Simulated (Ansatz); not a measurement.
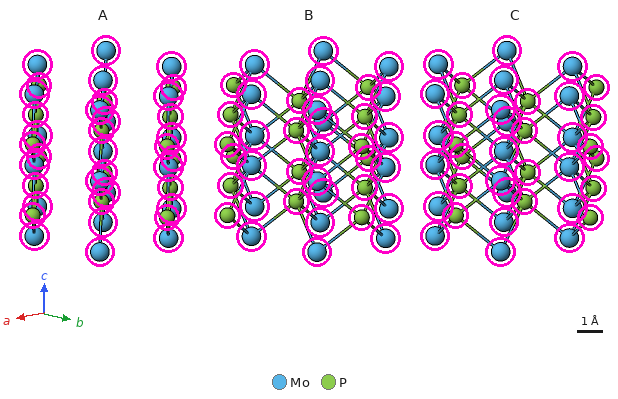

3 geometries from a converged minimum-energy path of a 2-atom cell of MoP (set up in P-6m2), shuffled. A ball-and-stick model of the atoms within 4.7 Å of the middle of the path, seen from a free direction. The atoms that move most are ringed. Bonds to atoms that aren't drawn are left out.

The calculation used Ansatz 0.2.0, DFT, PBE, all-electron LAPW, scalar-relativistic. Settings: plane-wave cutoff 329 eV; k-point mesh 8 × 8 × 7; Fermi-Dirac smearing 0.05 eV; 5 movable images; climbing image.

### Which of them lies highest in energy?

A. In order along the path, whose images run from 0 to 6: C (image 0, 0.00 eV), A (image 3, +2.21 eV), B (image 6, 0.00 eV). The Mo atom travels furthest, 0.93 Å from end to end, along [−1 1 0], on a straight line. It doesn't move alone: P (0.93 Å) moves with it.
